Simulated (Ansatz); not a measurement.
# Depolarisation of Rb on Al(111): the Topping model put to the test

In Topping's model the dipole per adsorbate falls as μ = μ₀/(1 + 9αn^(3/2)), with n the density and α a polarisability, so 1/μ is a straight line in n^(3/2).

**Method.** Ansatz 0.2.0, plane waves with PAW datasets (its set soft_2), PBE-D3(BJ); 4 layers at the tabulated experimental lattice constant with the lower two held, adsorbates relaxed from the hcp site, dipole correction. μ is the change of the cell's dipole per adsorbate, positive end outwards.

| run | n^(3/2) (nm⁻³) | 1/μ (1/D) |
| --- | --- | --- |
| 0.0625 ML | 0.83 | 0.199 |
| 0.111 ML | 1.96 | ? |
| 0.25 ML | 6.60 | 0.635 |

**Question.** What value belongs in the row marked “?”, and how far can the other rows tell?

Two rows fix a line: slope = (0.635 − 0.199) / (6.60 − 0.83) = 0.07556, intercept 0.13629. The intercept gives μ₀ = 1/0.1363 = 7.34 D, and slope over intercept 9α = 0.554 nm³, or α = 62 Å³, an effective value that holds the metal's image. At 1.96 it gives 0.07556 × 1.96 + 0.13629 = 0.284 1/D. Rounding of the rows alone allows about ±0.001 1/D there; two rows can't show whether the line holds.

The run itself gives 0.247 1/D: a miss of −0.037 1/D, or 15.0 % of the value. In dipoles that is 3.52 D predicted against 4.05 D found. A miss this large means that the model doesn't hold over this range, and μ₀ and α above are fit values without physical meaning.

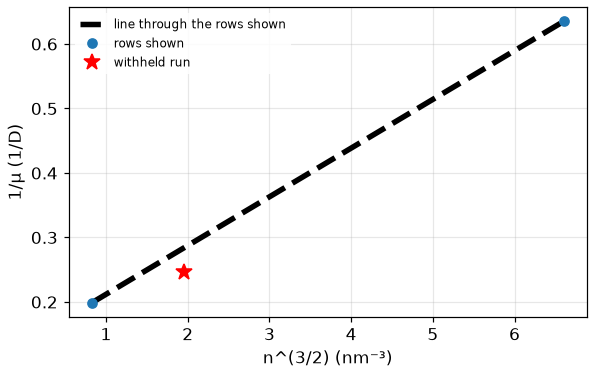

The fit and the withheld run.

Caveats: Heights and bonding change with coverage, which the model leaves out; its factor is about 9 for square and hexagonal arrays and differs for rectangular ones and rows; and slabs this thin add errors of their own. The test is put only to electropositive adsorbates whose dipole falls by a fifth or more between the two rows shown.
